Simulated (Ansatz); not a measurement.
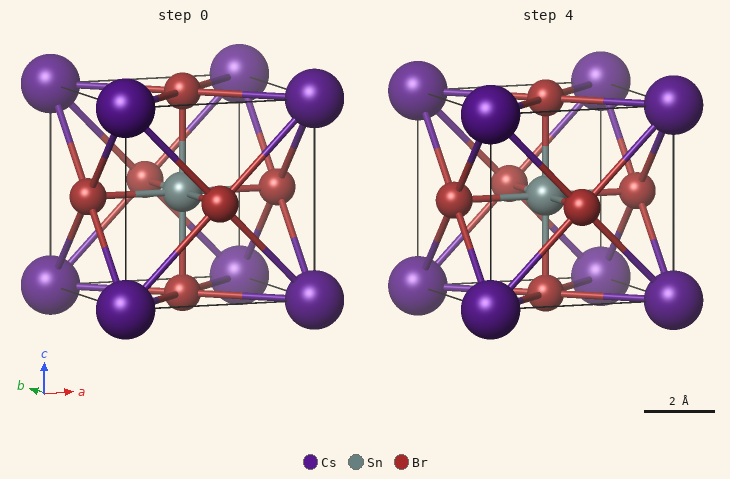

The structure of solid CsSnBr3 (set up in Pm-3m) before (left) and after (right) a relaxation, at one scale.

Style: ball-and-stick. Shown: the cell of the calculation, slightly off an axis.

The run lets cell and atoms move.

Computed with Kohn-Sham DFT of a periodic cell, LDA, Ansatz PAW in Ansatz.

The input:
```yaml
crystal:
  lattice:
    - [5.83900561, 0.0, 0.0]
    - [0.0, 5.83900561, 0.0]
    - [0.0, 0.0, 5.83900561]
  atoms:
    - { symbol: Cs, position: [0.0, 0.0, 0.0] }
    - { symbol: Sn, position: [0.5, 0.5, 0.5] }
    - { symbol: Br, position: [0.0, 0.5, 0.5] }
    - { symbol: Br, position: [0.5, 0.5, 0.0] }
    - { symbol: Br, position: [0.5, 0.0, 0.5] }
hamiltonian:
  xc: lda
  pseudopotentials: { kind: paw }
kpoints:
  mp_grid: { grid: [5, 5, 5] }
scf:
  occupations: { method: fermi_dirac, width: 0.05 }
output:
  forces: true
  stress: true
  eigenvalues: true
relax:
  f_tol: 0.01
  max_steps: 40
  cell: { stress_tol: 0.05 }
```

Run as
```bash
ansatz run input.yaml --threads 2 --pin off --max-ram 5632MiB --backend cpu --events-out ev --progress --plain --runs-dir out
```

**Summarise the run.**

After 3 accepted moves (4 points after the start) the energy has fallen by 25.2 meV per atom. All forces vanish by symmetry, so only the cell relaxes. The pressure goes from −2.02 to −0.02 GPa. The SCF was repeated once at an unchanged geometry on a basis and grid sized afresh for the cell, which shifted the energy by 0.4 meV per atom at most. No atom moves by more than 0.005 Å relative to the cell. The volume changes by −9.1 %, with a = b = c 5.839 → 5.655 Å (−3.1 %). Some distances before and after: Br–Cs 4.129 → 3.999 Å, Br–Sn 2.920 → 2.828 Å. The space group stays Pm-3m (No. 221). Cost: 7.2 s on 2 threads of Intel(R) Xeon(R) Platinum 8488C (Sapphire Rapids), on a shared host, peak memory 0.49 GiB.
